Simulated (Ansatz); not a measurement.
# Calculations on WS2 and related structures

Part 1: Relaxation

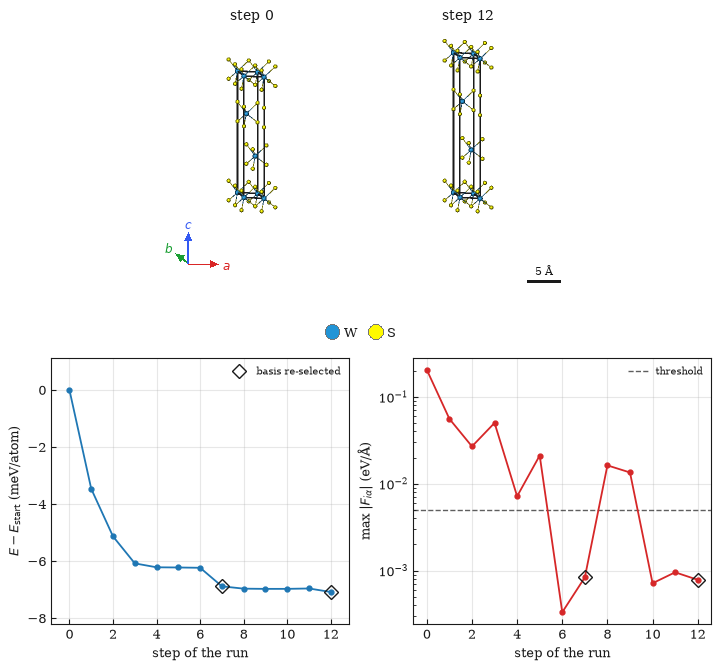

First and last geometry of a relaxation of solid WS2 (set up in R3m), with the history of the run. A ball-and-stick model of the conventional cell (3 times the calculation's cell), seen slightly off an axis. Lengths and directions refer to the drawn axes.

The calculation used DFT PBE, scalar-relativistic, plane waves, PAW (Ansatz 0.2.0). Set-up: plane-wave cutoff 420 eV; k-point mesh 12 × 12 × 12; occupations gaussian; smearing width 0.02 eV; no spin polarisation; cell and atoms relaxed; force threshold 0.005 eV/Å; at most 80 steps.

Read the history and describe the run.

It converged. The largest moves relative to the cell, 0.23 Å, are those of S atoms. W stays in place. Cell: a = b 3.185 → 3.188 Å (+0.1 %), c 19.469 → 22.423 Å (+15.2 %). Volume +15.4 %. Among the contacts that change: S–W 2.411 → 2.420 Å. The space group stays R3m (No. 160). After 10 accepted moves (12 points after the start) the energy has fallen by 7.1 meV per atom. Largest force component: 0.2 eV/Å at the start, 0.00078 eV/Å at the end. Pressure: 1.79 GPa at the start and 0.00 GPa at the end. At 2 points the geometry stayed and the basis and grid were re-selected for the new cell (energy shift of 0.6 meV per atom at most each time). Cost: 51 s on 4 threads of Intel(R) Xeon(R) Platinum 8559C (Emerald Rapids), with other jobs on the host, peak memory 0.65 GiB.

| step | E − E(0), meV/atom | largest force component, eV/Å | pressure, GPa | volume, Å³/atom | note |
| --- | --- | --- | --- | --- | --- |
| 0 | 0.00 | 0.2049 | 1.79 | 19.003 |  |
| 1 | -3.46 | 0.0559 | -0.17 | 19.596 |  |
| 2 | -5.13 | 0.0269 | -0.08 | 20.093 |  |
| 3 | -6.07 | 0.0502 | 0.39 | 20.740 |  |
| 4 | -6.21 | 0.0072 | -0.05 | 21.044 |  |
| 5 | -6.22 | 0.0211 | -0.01 | 21.124 |  |
| 6 | -6.23 | 0.0003 | 0.00 | 21.167 |  |
| 7 | -6.88 | 0.0008 | 0.03 | 21.167 | same geometry, new basis |
| 8 | -6.96 | 0.0163 | 0.12 | 21.482 |  |
| 9 | -6.97 | 0.0135 | 0.07 | 21.783 |  |
| 10 | -6.97 | 0.0007 | 0.00 | 21.823 |  |
| 11 | -6.95 | 0.0010 | 0.01 | 21.926 |  |
| 12 | -7.08 | 0.0008 | 0.00 | 21.926 | same geometry, new basis |

Part 2: Relaxation

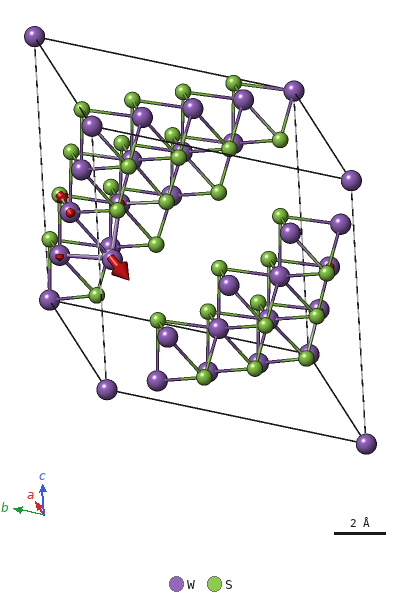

A relaxation of a defect cell of composition W$_{17}$S$_{31}$ (cell charge −1). The starting structure is drawn faded, the final one solid; red arrows show the displacements, magnified 10 times.

The picture is a ball-and-stick view of the cell of the calculation, seen from a free direction.

Case: W on a S site (a), charge -1, atoms relaxed at the host's cell.

The calculation used DFT PBE, scalar-relativistic, plane waves, PAW in Ansatz. Settings: plane-wave cutoff 420 eV; k-point mesh 2 × 2 × 2; occupations gaussian; smearing width 0.01 eV; mesh shifted by (0.5, 0.5, 0.5); collinear spin; atoms relaxed in a fixed cell; force threshold 0.025 eV/Å; at most 45 steps.

### What did the optimiser do to the structure, and how much energy did it gain?

The energy falls by 0.113 eV per cell of the calculation in 3 geometry steps. The largest force component goes from 1.2 to 0.019 eV/Å. A W atom moves most: 0.13 Å along [−1 −1 −1]. By element the largest moves are W 0.13 Å, S 0.06 Å. The lattice vectors keep their values. Among the contacts that change: W–W 2.583 → 2.678 Å, W–W 3.110 → 3.145 Å, S–W 2.432 → 2.409 Å, W–W 3.210 → 3.193 Å. Among the angles between lasting bonds that change: W–W–W 74.0° → 71.9°. The run took 3.3 min on 4 threads of Intel(R) Xeon(R) Platinum 8559C (Emerald Rapids), on a shared host, peak memory 4.7 GiB.

Limits of the set-up: the cell is charged, on a uniform background, and energies carry no finite-size correction.

Part 3: Defect

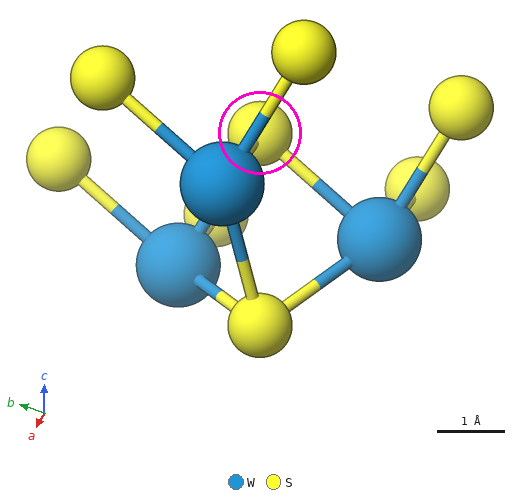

Perfect WS2. Style: ball-and-stick. Shown: the atoms within 3.3 Å of one point, from a free direction.

The calculation used DFT PBE, scalar-relativistic, plane waves, PAW in Ansatz. Set-up: plane-wave cutoff 420 eV; k-point mesh 2 × 2 × 2; occupations gaussian; smearing width 0.01 eV; mesh shifted by (0.5, 0.5, 0.5); no spin polarisation. The cell is small and the k-mesh coarse, so the numbers are rough. The axes drawn are those of the host's conventional cell.

A sulfur atom is replaced by tungsten at the ringed place, in charge state 0. The supercell has 48 sites, and the atoms are relaxed at the host's cell.

Question: Predict the relaxed surroundings of the defect.

Answer: In the host the S atom has 3 W at 2.42 Å; the W atom ends with 3 W at 2.58 Å. Of the host's atoms, a sulfur atom moves furthest from its site, by 0.12 Å. The W atom itself moves 0.22 Å from where it was put. Relaxing the atoms from the host's sites lowers the energy by 0.63 eV. At a tolerance of 0.02 Å the relaxed supercell has space group R3m.

The relaxed defect, seen from the same direction:

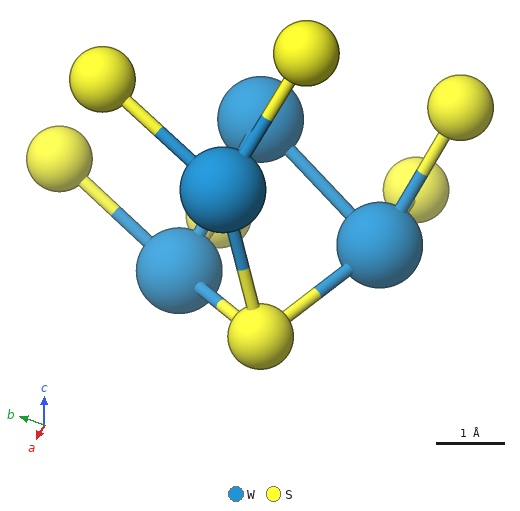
